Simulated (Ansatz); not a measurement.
**BeS: geometry relaxation (part 1 of 2)**

BeS (2 atoms in the cell), computed with DFT, PBEsol, plane waves, PAW, no spin polarisation (Ansatz 0.2.0).

The structure derives from an entry of the Crystallography Open Database. The geometry comes from this level: PBE. Figures and captions count atoms from 1; the log counts them from 0 in places.

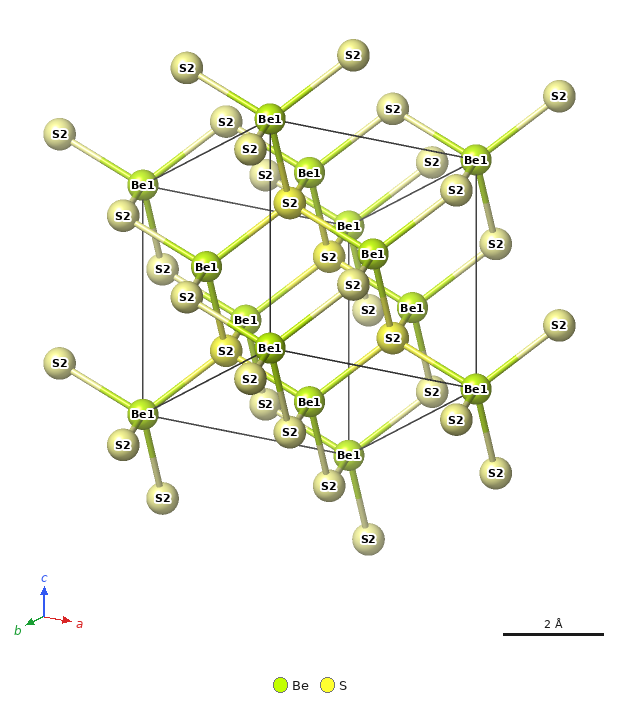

Fig. 1: The starting structure (ball-and-stick view of the cell 4 times as large as that of the calculation, set on its symmetry axes, seen at an oblique angle; neighbours outside the cell are drawn fainter; atoms are numbered from 1 in the order of the input).

**Summary**

- outcome: converged
- space group (tolerance 0.01 Å): F-43m (216)
- electrons treated: 8
- free energy: −977.4439 eV
- Fermi energy: 6.844 eV
- gap on the k-point mesh: 2.91 eV
- pressure: 0.03 GPa
- final volume: 28.30 Å³
- largest force (length of the vector) at the end: under 0.001 eV/Å
- final cell: a = 3.421 Å, b = 3.421 Å, c = 3.421 Å, α = 60.00°, β = 60.00°, γ = 60.00°
- hardware: 2 threads of an Arm (aarch64) CPU, shared host
- wall time: 2.8 s (CPU time 5.2 s)
- peak memory: 0.28 GiB

**The input**
```yaml
crystal:
  lattice:
    - [0.0, 2.4379189248, 2.4379189248]
    - [2.4379189248, 0.0, 2.4379189248]
    - [2.4379189248, 2.4379189248, 0.0]
  atoms:
    - { symbol: Be, position: [0.0, 0.0, 0.0] }
    - { symbol: S, position: [0.25, 0.25, 0.25] }
kpoints:
  mp_grid: { grid: [8, 8, 8] }
hamiltonian:
  xc: pbesol
scf:
  occupations: { method: fermi_dirac, width: 0.02 }
relax:
  f_tol: 0.005
  cell: {}
output:
  write_density: true
  write_potential: true
  elf: true
  volumetric_format: npy
```

Launched with:
```bash
ansatz run input.yaml --threads 2 --pin off --max-ram 2211MiB --backend cpu --events-out ev --progress --plain --runs-dir out
```

**Log**
```
Engine: ansatz 0.2.0, aarch64-unknown-linux-gnu
Pseudopotentials: kind: paw
Pseudopotential: Be, paw, valence charge 2, recommended cutoff 420 eV (normal), Be.paw.azcp
Pseudopotential: S, paw, valence charge 6, recommended cutoff 420 eV (normal), S.paw.azcp
Functional definition: PBEsol
  exchange = pbesol_x
  correlation = pbesol_c
Crystal: 2 atoms, lattice volume = 28.979 Å³
Basis set: ecut = 420 eV, 537 PW (Γ), exchange–correlation on 48×48×48 points (8 copies of the dense FFT grid, shifted against one another)
Bands: 8, of which v1, the nominal top of the filled ones, is band 4 counted from 1 (3 counted from 0)
Symmetry: 24 space group operations
Space group: F-43m (ITA 216), of the structure as read, at distance tolerance 3.1e-5 Å
k-points: 29 of 512 (time reversal used)
Non-local potential: Be, projectors of the file, l = 0: 2, l = 1: 2, l = 2: 1
Non-local potential: S, projectors of the file, l = 0: 2, l = 1: 2, l = 2: 2
PAW form: soft (Blöchl's): semilocal exchange-correlation on the pseudo side does not see the compensation charge
PAW frozen core: Be, regenerated for the run's functional, and the local potential with it (the file was generated under x = pbe(κ = 0.804, μ = 0.2195149727645171), c = pbe(β = 0.06672455060314922))
PAW frozen core: S, regenerated for the run's functional, and the local potential with it (the file was generated under x = pbe(κ = 0.804, μ = 0.2195149727645171), c = pbe(β = 0.06672455060314922))
PAW one-centre angular grid: Be, 110 points (default); XC on 64 Gauss nodes
PAW one-centre angular grid: S, 110 points (default); XC on 64 Gauss nodes
Initial density: superposition of atomic densities (neutral atoms: chi_scale 0, normalization atom), corrected by the library's trained network
Initial wavefunctions: pseudopotential atomic-orbital guess
Functional: x = pbesol(κ = 0.804, μ = 0.12345679012345678), c = pbesol(β = 0.046)
SCF iter   1: F=—  HF=-977.440614 eV  |F-HF|=—  |Δ(HF+E_count)|=         —  Δρ=3.41e-3  dr2=4.68e-3  ethr=1.77e-3  ⟨swp⟩=5.5  Hψ=1923  notcnv=0
preconditioner: auto → none  [insulator: Δε(μ)=2.918 eV  Ē_g=12.604 eV  σ=0.020 eV  W_gap=1.00  n_scr=0 (ndim 8)  ℏωp=19.5 eV  f_vac=0.000  D(μ)=0.00/eV (n_scr^D=0)  ε∞_Penn≈3.4]
SCF iter   2: F=—  HF=-977.439217 eV  |F-HF|=—  |Δ(HF+E_count)|=   1.40e-3  Δρ=1.12e-3  dr2=3.99e-4  ethr=5.85e-5  ⟨swp⟩=2.9  Hψ=672  notcnv=0
SCF iter   3: F=—  HF=-977.439281 eV  |F-HF|=—  |Δ(HF+E_count)|=   6.44e-5  Δρ=2.77e-4  dr2=1.56e-5  ethr=4.98e-6  ⟨swp⟩=2.0  Hψ=331  notcnv=0
SCF iter   4: F=—  HF=-977.439310 eV  |F-HF|=—  |Δ(HF+E_count)|=   2.90e-5  Δρ=3.50e-5  dr2=2.28e-7  ethr=1.96e-7  ⟨swp⟩=1.9  Hψ=313  notcnv=0
iter 5 did not close the SCF: its close was put off for the readings that it lacked (scf_convergence_deferred on its scf_iter line)
SCF iter   5: F=-977.439310 eV  HF=-977.439310 eV  |F-HF|=5.23e-8  |Δ(HF+E_count)|=   1.41e-7  Δρ=1.40e-5  dr2=7.58e-8  ethr=2.85e-9  ⟨swp⟩=2.2  Hψ=334  notcnv=0
SCF iter   6: F=-977.439310 eV  HF=-977.439310 eV  |F-HF|=1.43e-9  |Δ(HF+E_count)|=   2.55e-8  Δρ=2.34e-6  dr2=2.12e-9  ethr=9.47e-10  ⟨swp⟩=5.1  Hψ=1142  notcnv=0
SCF 1 converged in 6 iterations: F = -977.439310 eV  dr2 = 2.12e-9
  greatest PAW one-centre occupation: 0.845 electrons in one spin orbital (limit 2), on the S atom at site 1 (counted from 0), in its partial waves of l = 0
relax step   1: F+E_penalty+E_count = -977.43931018 eV  Δ(F+E_penalty+E_count) = +0.000e0 eV  max|allowed force component| = 1.561e-16 eV/Å  Δτ_max = 0.0000 Å  P = -2.171 GPa  Ω = 28.979 Å³  (6 SCF iters, dr2 threshold 1.00e-7 eV, accepted)
Crystal: 2 atoms, lattice volume = 28.585 Å³
Initial density: handed on by an earlier stage of this run
Initial wavefunctions: those handed on with the density
iter 1 solved again at ethr=5.72e-6 eV; its pass at ethr=3.10e-3 eV (dr2=4.57e-4 eV) is discarded
SCF iter   1: F=—  HF=-977.443286 eV  |F-HF|=—  |Δ(HF+E_count)|=         —  Δρ=1.07e-3  dr2=4.48e-4  ethr=5.72e-6  ⟨swp⟩=1.6  Hψ=1896  notcnv=0
preconditioner: auto → none  [insulator: Δε(μ)=2.930 eV  Ē_g=12.702 eV  σ=0.020 eV  W_gap=1.00  n_scr=0 (ndim 8)  ℏωp=19.6 eV  f_vac=0.000  D(μ)=0.00/eV (n_scr^D=0)  ε∞_Penn≈3.4]
SCF iter   2: F=—  HF=-977.443151 eV  |F-HF|=—  |Δ(HF+E_count)|=   1.35e-4  Δρ=3.76e-4  dr2=5.72e-5  ethr=5.60e-6  ⟨swp⟩=1.0  Hψ=232  notcnv=0
SCF iter   3: F=—  HF=-977.443153 eV  |F-HF|=—  |Δ(HF+E_count)|=   1.60e-6  Δρ=6.53e-5  dr2=1.08e-6  ethr=7.15e-7  ⟨swp⟩=2.0  Hψ=348  notcnv=0
SCF iter   4: F=-977.443152 eV  HF=-977.443152 eV  |F-HF|=4.67e-8  |Δ(HF+E_count)|=   9.62e-8  Δρ=2.22e-5  dr2=8.58e-8  ethr=2.50e-9  ⟨swp⟩=8.2  Hψ=1166  notcnv=0
SCF 2 converged in 4 iterations: F = -977.443152 eV  dr2 = 8.58e-8
relax step   2: F+E_penalty+E_count = -977.44315248 eV  Δ(F+E_penalty+E_count) = -3.842e-3 eV  max|allowed force component| = 2.602e-17 eV/Å  Δτ_max = 0.0000 Å  P = -0.917 GPa  Ω = 28.585 Å³  energy of the carried Pulay correction = +1.991e-5 eV  (4 SCF iters, dr2 threshold 2.00e-7 eV, accepted)
Crystal: 2 atoms, lattice volume = 28.302 Å³
iter 1 solved again at ethr=3.05e-6 eV; its pass at ethr=3.10e-3 eV (dr2=2.44e-4 eV) is discarded
SCF iter   1: F=—  HF=-977.444016 eV  |F-HF|=—  |Δ(HF+E_count)|=         —  Δρ=7.87e-4  dr2=2.39e-4  ethr=3.05e-6  ⟨swp⟩=1.1  Hψ=1875  notcnv=0
preconditioner: auto → none  [insulator: Δε(μ)=2.908 eV  Ē_g=12.762 eV  σ=0.020 eV  W_gap=1.00  n_scr=0 (ndim 8)  ℏωp=19.7 eV  f_vac=0.000  D(μ)=0.00/eV (n_scr^D=0)  ε∞_Penn≈3.4]
SCF iter   2: F=—  HF=-977.443946 eV  |F-HF|=—  |Δ(HF+E_count)|=   7.05e-5  Δρ=2.78e-4  dr2=3.10e-5  ethr=2.99e-6  ⟨swp⟩=1.0  Hψ=232  notcnv=0
SCF iter   3: F=—  HF=-977.443956 eV  |F-HF|=—  |Δ(HF+E_count)|=   1.03e-5  Δρ=4.84e-5  dr2=5.60e-7  ethr=3.87e-7  ⟨swp⟩=2.0  Hψ=348  notcnv=0
SCF iter   4: F=-977.443956 eV  HF=-977.443956 eV  |F-HF|=2.64e-8  |Δ(HF+E_count)|=   2.18e-8  Δρ=1.66e-5  dr2=4.78e-8  ethr=2.50e-9  ⟨swp⟩=8.0  Hψ=1159  notcnv=0
SCF 3 converged in 4 iterations: F = -977.443956 eV  dr2 = 4.78e-8
relax step   3: F+E_penalty+E_count = -977.44395616 eV  Δ(F+E_penalty+E_count) = -8.037e-4 eV  max|allowed force component| = 4.395e-17 eV/Å  Δτ_max = 0.0000 Å  P = +0.030 GPa  Ω = 28.302 Å³  energy of the carried Pulay correction = +3.431e-5 eV  (4 SCF iters, dr2 threshold 2.00e-7 eV, accepted)
Initial wavefunctions: pseudopotential atomic-orbital guess (no wavefunctions were taken with the density)
iter 1 solved again at ethr=9.19e-7 eV; its pass at ethr=3.10e-3 eV (dr2=7.35e-5 eV) is discarded
SCF iter   1: F=—  HF=-977.443908 eV  |F-HF|=—  |Δ(HF+E_count)|=         —  Δρ=1.91e-5  dr2=5.17e-8  ethr=9.19e-7  ⟨swp⟩=2.3  Hψ=2542  notcnv=0
eigensolver tolerance schedule: the retry pair's looser diagonalisation over-reported the residual by 1420.84 of it (diagonalisation noise at 0.73 of the residual, at the tolerance the schedule requests for it); recorded, not acted on — ethr = c·dr2/N_el stays at c = 1.0e-1
preconditioner: auto → none  [insulator: Δε(μ)=2.907 eV  Ē_g=12.763 eV  σ=0.020 eV  W_gap=1.00  n_scr=0 (ndim 8)  ℏωp=19.7 eV  f_vac=0.000  D(μ)=0.00/eV (n_scr^D=0)  ε∞_Penn≈3.4]
SCF iter   2: F=—  HF=-977.443925 eV  |F-HF|=—  |Δ(HF+E_count)|=   1.70e-5  Δρ=9.58e-6  dr2=1.25e-8  ethr=6.46e-10  ⟨swp⟩=2.1  Hψ=346  notcnv=0
SCF iter   3: F=—  HF=-977.443925 eV  |F-HF|=—  |Δ(HF+E_count)|=   1.36e-8  Δρ=1.44e-6  dr2=8.05e-10  ethr=1.56e-10  ⟨swp⟩=2.4  Hψ=316  notcnv=0
SCF iter   4: F=-977.443925 eV  HF=-977.443925 eV  |F-HF|=1.59e-12  |Δ(HF+E_count)|=  1.00e-10  Δρ=1.97e-7  dr2=1.10e-11  ethr=1.00e-12  ⟨swp⟩=4.7  Hψ=1045  notcnv=0
SCF 4 converged in 4 iterations: F = -977.443925 eV  dr2 = 1.10e-11
relax step   4: F+E_penalty+E_count = -977.44392528 eV  Δ(F+E_penalty+E_count) = +3.088e-5 eV  max|allowed force component| = 6.361e-17 eV/Å  Δτ_max = 0.0000 Å  P = +0.028 GPa  Ω = 28.302 Å³  stress off target by 2.83e-2 GPa  SCF on the basis re-selected at this cell (its energy is not comparable with the rows above)  (4 SCF iters)
```

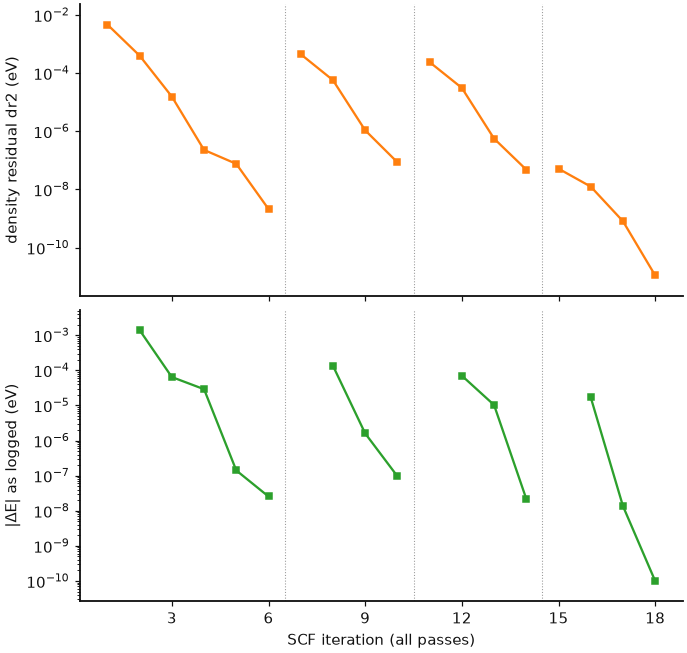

Fig. 2: Convergence of the self-consistent field: density residual dr2 and size of the energy change against the SCF iteration. The dotted lines part the SCF passes of the relaxation: geometry steps, rejected trials and re-solves on a re-selected basis. The passes take 6, 4, 4 and 4 iterations.

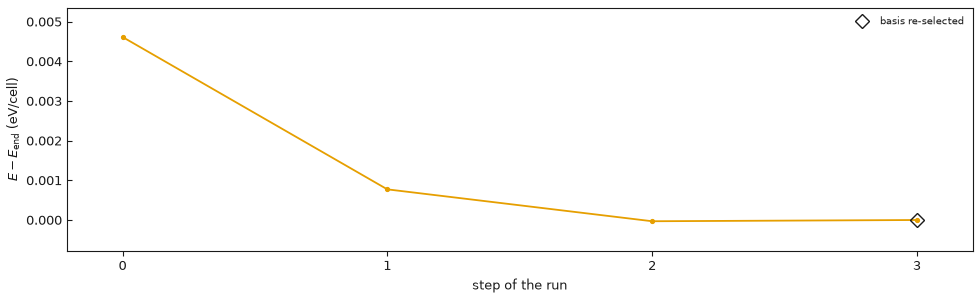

Fig. 3: Progress of the relaxation, step by step (the first geometry is step 0 here and step 1 in the log).
